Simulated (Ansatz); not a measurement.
# What a change does: single-point calculation on GaSb

System: GaSb (2 atoms in the cell).
Method of run 1: DFT PBE0, scalar-relativistic, plane waves, PAW, no spin polarisation (Ansatz 0.2.0).

Text and figures count atoms from 1; the logs count them from 0 in places.

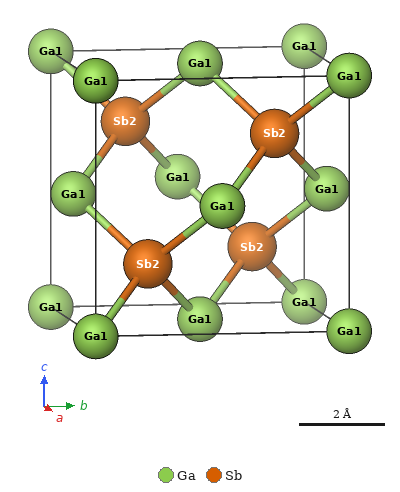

**Figure 1.** The structure as given in the input (ball-and-stick view of the cell 4 times as large as that of the calculation, set on its symmetry axes, seen slightly off an axis; atoms are numbered from 1 in the order of the input). An atom can appear more than once, as a periodic image. Near neighbours in the periodic cell (some may lie outside the picture): Ga has 4 Sb at 2.62 Å; Sb has 4 Ga at 2.62 Å.

### The input, run 1
```yaml
crystal:
  lattice:
    - [0.0, 3.028317632, 3.028317632]
    - [3.028317632, 0.0, 3.028317632]
    - [3.028317632, 3.028317632, 0.0]
  atoms:
    - { symbol: Ga, position: [0.0, 0.0, 0.0] }
    - { symbol: Sb, position: [0.25, 0.25, 0.25] }
basis:
  ecutwfc: 420
kpoints:
  mp_grid: { grid: [6, 6, 6] }
hamiltonian:
  xc: pbe0
scf:
  occupations: { method: gaussian, width: 0.05 }
output:
  forces: true
  stress: true
  eigenvalues: true
```

Command:
```bash
ansatz run input.yaml --threads 4 --pin off --max-ram 12288MiB --backend cpu --events-out ev --progress --plain --runs-dir out
```

Hardware: 4 threads of AMD EPYC (Zen 3), 192 GiB of memory available, shared host.

### Output, shortened to warnings, some set-up lines, iterations and results (run 1)
```
Warning: output.stress: scf.convergence.dr2_threshold = 1e-7 eV (the SCF's general default) is looser than the 2e-10 eV advised for a printed stress (1e-10 eV for each atom of the cell: 2). What an SCF threshold leaves in a stress goes as its square root, and in the free energy as the threshold itself, and one threshold admits the most on a small cell: of the crystals measured, under no hybrid …
Warning: output.stress: scf.exx.energy_threshold = 1e-6 eV is looser than the 2e-8 eV advised for a stress under a hybrid functional (1e-8 eV for each atom of the cell: 2). Every SCF of the exchange loop can meet its threshold on dr2 while the loop round them stops early: no threshold on dr2 bounds what that leaves in the stress. Set scf.exx.energy_threshold to 2e-8 eV or tighter. The threshold …
Basis set: ecut = 420 eV, 1067 PW (Γ), exchange–correlation on 60×60×60 points (8 copies of the dense FFT grid, shifted against one another)
Symmetry: 24 space group operations
k-points: 16 of 216 (time reversal used)
Initial density: superposition of atomic densities (neutral atoms: chi_scale 0, normalization atom), corrected by the library's trained network
[...]
SCF iter   1: F=—  HF=-10267.755864 eV  |F-HF|=—  |Δ(HF+E_count)|=         —  Δρ=1.07e-3  dr2=8.90e-4  ethr=1.77e-3  ⟨swp⟩=6.4  Hψ=1116  notcnv=0
SCF iter   2: F=—  HF=-10267.756540 eV  |F-HF|=—  |Δ(HF+E_count)|=   6.76e-4  Δρ=3.60e-4  dr2=9.09e-5  ethr=3.18e-6  ⟨swp⟩=4.1  Hψ=872  notcnv=0
SCF iter   3: F=—  HF=-10267.756597 eV  |F-HF|=—  |Δ(HF+E_count)|=   5.62e-5  Δρ=2.17e-4  dr2=2.05e-5  ethr=3.25e-7  ⟨swp⟩=3.2  Hψ=662  notcnv=0
SCF iter   4: F=-10267.756623 eV  HF=-10267.756621 eV  |F-HF|=1.58e-6  |Δ(HF+E_count)|=   2.45e-5  Δρ=4.43e-5  dr2=9.09e-7  ethr=3.32e-9  ⟨swp⟩=2.9  Hψ=1219  notcnv=0
SCF 1 stopped early in 4 iterations: F = -10267.756623 eV  dr2 = 9.09e-7
[... 7 lines ...]
SCF iter   1: F=—  HF=-10271.870195 eV  |F-HF|=—  |Δ(HF+E_count)|=         —  Δρ=4.22e-5  dr2=1.29e-6  ethr=1.01e-6  ⟨swp⟩=3.8  Hψ=660  notcnv=0
SCF iter   2: F=—  HF=-10271.870197 eV  |F-HF|=—  |Δ(HF+E_count)|=   2.25e-6  Δρ=2.40e-5  dr2=4.01e-7  ethr=3.71e-9  ⟨swp⟩=4.1  Hψ=868  notcnv=0
SCF iter   3: F=—  HF=-10271.870197 eV  |F-HF|=—  |Δ(HF+E_count)|=   1.05e-7  Δρ=9.48e-6  dr2=3.38e-8  ethr=1.21e-9  ⟨swp⟩=3.0  Hψ=567  notcnv=0
SCF iter   4: F=-10271.870197 eV  HF=-10271.870197 eV  |F-HF|=1.07e-10  |Δ(HF+E_count)|=   9.84e-8  Δρ=2.78e-6  dr2=2.79e-9  ethr=8.22e-11  ⟨swp⟩=4.1  Hψ=815  notcnv=0  …
SCF 3 converged in 4 iterations: F = -10271.870197 eV  dr2 = 2.79e-9
  Residual-converged pass: ⟨swp⟩=3.1  Hψ=594  notcnv=0  max |occ|·‖R‖ = 2.4e-6 eV (tolerance 2.4e-6 eV)  dr2=2.77e-9  dr2_onsite=3.92e-10  max |Δocc| = 2.8e-128
hybrid outer 2: dexx = +1.813e-6 eV, tail = 3.83e-8 eV, Δε = 3.46e-3 eV (about 1.23e-4 eV left of the loop's levels)
hybrid SCF converged: 2 outer / 10 inner (+4 warm-up), last move |dexx| = 1.81e-6 eV, tail = 3.83e-8 eV
Stability not checked: this state was not tested for a lower state beside it, because the functional holds exact exchange (a hybrid, or Hartree-Fock), whose exchange loop this test does not read (fock_operator; see scf.lower_state_search)
Free energy (F): -10271.870197 eV
Frozen-core exchange: fock
Harris-Foulkes:  -10271.870197 eV  (|F-HF|=1.07e-10)
Internal energy: -10271.870197 eV  (E = F + TS)
E sigma→0 (E₀):  -10271.870197 eV
Fermi energy:    8.295637 eV
--- Per-component energies (eV) ---
  E_band       = -325.487097
  E_kinetic    = 322.815958
  E_local      = -3876.947520  (includes V_loc(G=0)·N_el)
  E_nonlocal   = 789.252412
  E_hartree    = 1791.877619
  E_xc         = -159.578352
  E_vxc        = -119.091362  (∫ρ·V_xc dr)
  E_exx        = -100.341101  (= α·E_x^exact, valence–valence)
  E_paw        = -6519.862908  (= ΣΔE_a)
  E_vpaw       = -824.589243  (= ΣTr[D̂ρ^β])
  E_aug_tail   = -0.000111  (compensation charges beyond the density's cutoff)
  E_ewald      = -2519.187077
  E_core_change = 0.100882  (= ΣΔE_core)
  E_smearing   = -0.000000  (= −TS)
  E_closure    = -0.000000  (closes the sum)
  Σ components = -10271.870197   (vs F -10271.870197, Δ=1.82e-12)
--- Forces (eV/Å), atoms counted from 1 ---
  atom   1  Ga     0.00000000    -0.00000000    -0.00000000
  atom   2  Sb    -0.00000000     0.00000000     0.00000000
  max |Σ_I F_I| component: 1.85e-17 eV/Å
--- Stress (GPa, compression-positive) ---
        2.207752       0.000000      -0.000000
        0.000000       2.207752       0.000000
       -0.000000       0.000000       2.207752
  P = ⅓ Tr σ = 2.2078 GPa (22.078 kbar)
```

The input of run 2 differs as follows (lines with − go, lines with + come):
```diff
-    - [0.0, 3.028317632, 3.028317632]
-    - [3.028317632, 0.0, 3.028317632]
-    - [3.028317632, 3.028317632, 0.0]
+    - [0.0, 3.0467764874, 3.0467764874]
+    - [3.0467764874, 0.0, 3.0467764874]
+    - [3.0467764874, 3.0467764874, 0.0]
```

How does run 2 compare with run 1?

With the same functional and potentials, run 2 lies 5.2 meV per atom lower. The gap on the mesh goes from 1.65 to 1.50 eV. The pressure goes from 2.21 to 1.07 GPa. The volume per atom goes from 27.77 to 28.28 Å³. The cell is scaled evenly with the atoms at fixed fractional positions, so −ΔP/Δ ln V estimates the bulk modulus midway between the two volumes: about 63 GPa. The SCF takes 20 iterations against 14.

### Output, shortened to warnings, some set-up lines, iterations and results (run 2)
```
Warning: output.stress: scf.convergence.dr2_threshold = 1e-7 eV (the SCF's general default) is looser than the 2e-10 eV advised for a printed stress (1e-10 eV for each atom of the cell: 2). What an SCF threshold leaves in a stress goes as its square root, and in the free energy as the threshold itself, and one threshold admits the most on a small cell: of the crystals measured, under no hybrid …
Warning: output.stress: scf.exx.energy_threshold = 1e-6 eV is looser than the 2e-8 eV advised for a stress under a hybrid functional (1e-8 eV for each atom of the cell: 2). Every SCF of the exchange loop can meet its threshold on dr2 while the loop round them stops early: no threshold on dr2 bounds what that leaves in the stress. Set scf.exx.energy_threshold to 2e-8 eV or tighter. The threshold …
Basis set: ecut = 420 eV, 1067 PW (Γ), exchange–correlation on 60×60×60 points (8 copies of the dense FFT grid, shifted against one another)
Symmetry: 24 space group operations
k-points: 16 of 216 (time reversal used)
Initial density: superposition of atomic densities (neutral atoms: chi_scale 0, normalization atom), corrected by the library's trained network
[...]
SCF iter   1: F=—  HF=-10267.778384 eV  |F-HF|=—  |Δ(HF+E_count)|=         —  Δρ=1.08e-3  dr2=9.60e-4  ethr=1.77e-3  ⟨swp⟩=6.4  Hψ=1112  notcnv=0
SCF iter   2: F=—  HF=-10267.779041 eV  |F-HF|=—  |Δ(HF+E_count)|=   6.57e-4  Δρ=3.66e-4  dr2=9.78e-5  ethr=3.43e-6  ⟨swp⟩=4.1  Hψ=875  notcnv=0
SCF iter   3: F=—  HF=-10267.779097 eV  |F-HF|=—  |Δ(HF+E_count)|=   5.54e-5  Δρ=2.17e-4  dr2=2.13e-5  ethr=3.49e-7  ⟨swp⟩=3.2  Hψ=662  notcnv=0
SCF iter   4: F=—  HF=-10267.779121 eV  |F-HF|=—  |Δ(HF+E_count)|=   2.40e-5  Δρ=4.53e-5  dr2=9.49e-7  ethr=3.48e-9  ⟨swp⟩=3.0  Hψ=1221  notcnv=0
SCF iter   5: F=—  HF=-10267.779123 eV  |F-HF|=—  |Δ(HF+E_count)|=   2.01e-6  Δρ=1.60e-5  dr2=1.04e-7  ethr=3.39e-9  ⟨swp⟩=3.1  Hψ=659  notcnv=0
[... 13 lines ...]
SCF iter   2: F=—  HF=-10271.880475 eV  |F-HF|=—  |Δ(HF+E_count)|=   9.74e-7  Δρ=1.57e-5  dr2=5.98e-6  ethr=2.29e-9  ⟨swp⟩=4.0  Hψ=881  notcnv=0
SCF iter   3: F=—  HF=-10271.880616 eV  |F-HF|=—  |Δ(HF+E_count)|=   1.41e-4  Δρ=1.54e-5  dr2=1.76e-7  ethr=4.85e-10  ⟨swp⟩=4.1  Hψ=894  notcnv=0
SCF iter   4: F=—  HF=-10271.880616 eV  |F-HF|=—  |Δ(HF+E_count)|=   3.47e-8  Δρ=2.76e-6  dr2=4.67e-8  ethr=4.65e-10  ⟨swp⟩=3.0  Hψ=574  notcnv=0
SCF iter   5: F=-10271.880616 eV  HF=-10271.880616 eV  |F-HF|=2.34e-9  |Δ(HF+E_count)|=   3.06e-7  Δρ=3.27e-6  dr2=7.51e-9  ethr=1.73e-11  ⟨swp⟩=4.4  Hψ=936  notcnv=0  defer=2
SCF 3 converged in 5 iterations: F = -10271.880616 eV  dr2 = 7.51e-9
  Residual-converged pass: ⟨swp⟩=2.1  Hψ=509  notcnv=0  max |occ|·‖R‖ = 2.4e-6 eV (tolerance 2.4e-6 eV)  dr2=7.51e-9  dr2_onsite=2.55e-10  max |Δocc| = 9.8e-107
hybrid outer 2: dexx = +1.798e-6 eV, tail = 4.78e-8 eV, Δε = 3.68e-3 eV (about 1.47e-4 eV left of the loop's levels)
hybrid SCF converged: 2 outer / 13 inner (+7 warm-up), last move |dexx| = 1.80e-6 eV, tail = 4.78e-8 eV
Stability not checked: this state was not tested for a lower state beside it, because the functional holds exact exchange (a hybrid, or Hartree-Fock), whose exchange loop this test does not read (fock_operator; see scf.lower_state_search)
Free energy (F): -10271.880616 eV
Frozen-core exchange: fock
Harris-Foulkes:  -10271.880616 eV  (|F-HF|=2.34e-9)
Internal energy: -10271.880616 eV  (E = F + TS)
E sigma→0 (E₀):  -10271.880616 eV
Fermi energy:    7.976082 eV
--- Per-component energies (eV) ---
  E_band       = -331.149645
  E_kinetic    = 322.297026
  E_local      = -3901.433478  (includes V_loc(G=0)·N_el)
  E_nonlocal   = 789.225843
  E_hartree    = 1801.408580
  E_xc         = -159.367581
  E_vxc        = -118.810709  (∫ρ·V_xc dr)
  E_exx        = -100.283428  (= α·E_x^exact, valence–valence)
  E_paw        = -6519.903736  (= ΣΔE_a)
  E_vpaw       = -824.677114  (= ΣTr[D̂ρ^β])
  E_aug_tail   = -0.000109  (compensation charges beyond the density's cutoff)
  E_ewald      = -2503.924615
  E_core_change = 0.100882  (= ΣΔE_core)
  E_smearing   = -0.000000  (= −TS)
  E_closure    = -0.000000  (closes the sum)
  Σ components = -10271.880616   (vs F -10271.880616, Δ=1.82e-12)
--- Forces (eV/Å), atoms counted from 1 ---
  atom   1  Ga     0.00000000     0.00000000     0.00000000
  atom   2  Sb    -0.00000000     0.00000000     0.00000000
  max |Σ_I F_I| component: 1.85e-17 eV/Å
--- Stress (GPa, compression-positive) ---
        1.066179      -0.000000       0.000000
       -0.000000       1.066179       0.000000
        0.000000       0.000000       1.066179
  P = ⅓ Tr σ = 1.0662 GPa (10.662 kbar)
```

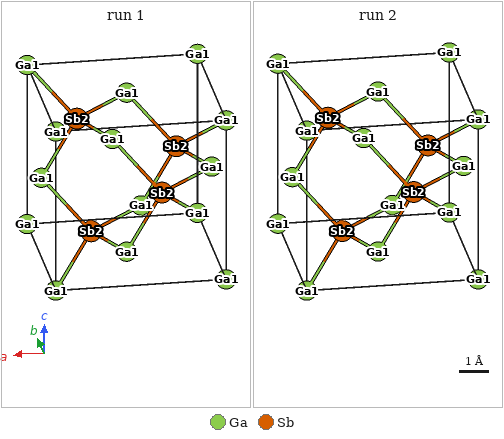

**Figure 2.** The two input geometries at one scale (ball-and-stick view of the cell 4 times as large as that of the calculation, set on its symmetry axes, seen at an oblique angle). No atom moves by more than 0.005 Å relative to the cell. Cell: a = b = c 6.057 → 6.094 Å (+0.6 %). Volume +1.8 %. Among the contacts that change: Ga1–Sb2 2.623 → 2.639 Å.

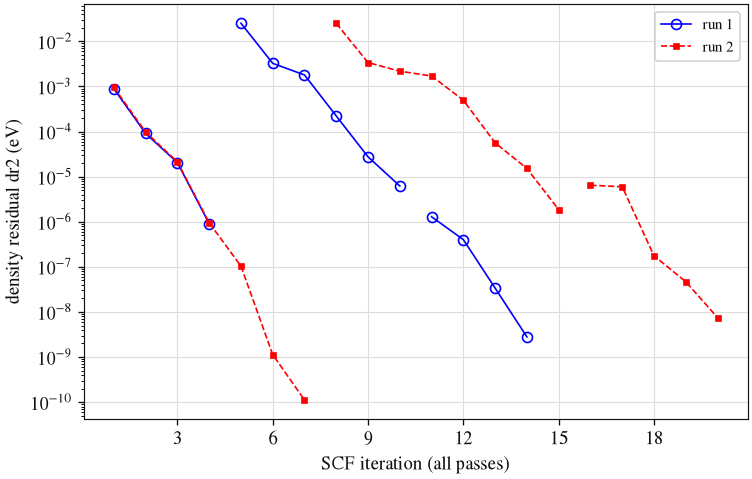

**Figure 3.** Convergence of the two runs: density residual dr2 against the SCF iteration. A break in a curve parts two SCF passes. Run 1 takes 14 iterations in all, and run 2 takes 20.

### The two runs side by side

| quantity | run 1 | run 2 |
| --- | --- | --- |
| outcome | converged | converged |
| free energy per atom (eV) | −5135.9351 | −5135.9403 |
| gap on the mesh (eV) | 1.65 | 1.50 |
| pressure (GPa) | 2.21 | 1.07 |
| volume per atom (Å³) | 27.77 | 28.28 |
| largest force (eV/Å) | 0.000 | 0.000 |
| SCF iterations | 14 | 20 |
| irreducible k-points | 16 | 16 |
| plane waves at Γ | 1067 | 1067 |
| wall time (shared host) | 30 s | 29 s |

For both runs: Warnings: the exchange loop's threshold is looser than advised for the stress; the SCF threshold is looser than advised for the printed stress.
